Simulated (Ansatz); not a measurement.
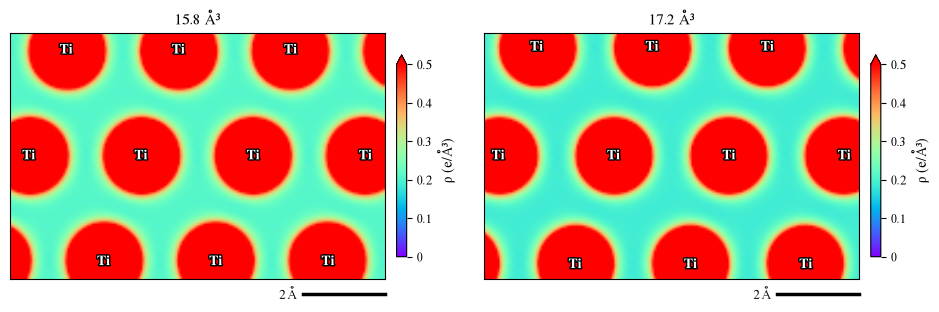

Ti. The valence electron density of cells scaled evenly to different volumes (given per atom above each panel), on the (101̄) plane of each (indices in the axes of the cell below), at one length scale and on one colour scale.

A generated structure, not necessarily the stable one; the program warned that a starting moment wasn't kept; spin-polarised, but the moments vanished.

All numbers below come from DFT, m-r2SCAN, plane waves (500 eV) with PAW, scalar-relativistic (Ansatz).

The largest cell:

```xyz
1
Lattice="-1.6262 1.6262 1.6262 1.6262 -1.6262 1.6262 1.6262 1.6262 -1.6262" Properties=species:S:1:pos:R:3 pbc="T T T"
Ti    0.0000    0.0000    0.0000
```

| volume (Å³/atom) | Ti–Ti contact in the plane (Å) | ρ at its midpoint (e/Å³) | pressure (GPa) | 
| --- | --- | --- | --- |
| 15.83 | 2.739 | 0.206 | 10.6 | 
| 16.51 | 2.779 | ? | ? | 
| 17.20 | 2.817 | 0.185 | 0.1 | 

### What values belong in the row with question marks?

Over the known rows ln ρ falls by 1.38 per Å of Ti–Ti distance (the line through the two), which gives 0.195 e/Å³ at 2.779 Å; the calculation gives 0.196 e/Å³. For the pressure, a straight line in volume between the neighbouring rows gives 5.4 GPa; the calculation gives 4.9, lower because pressure rises ever faster on compression.
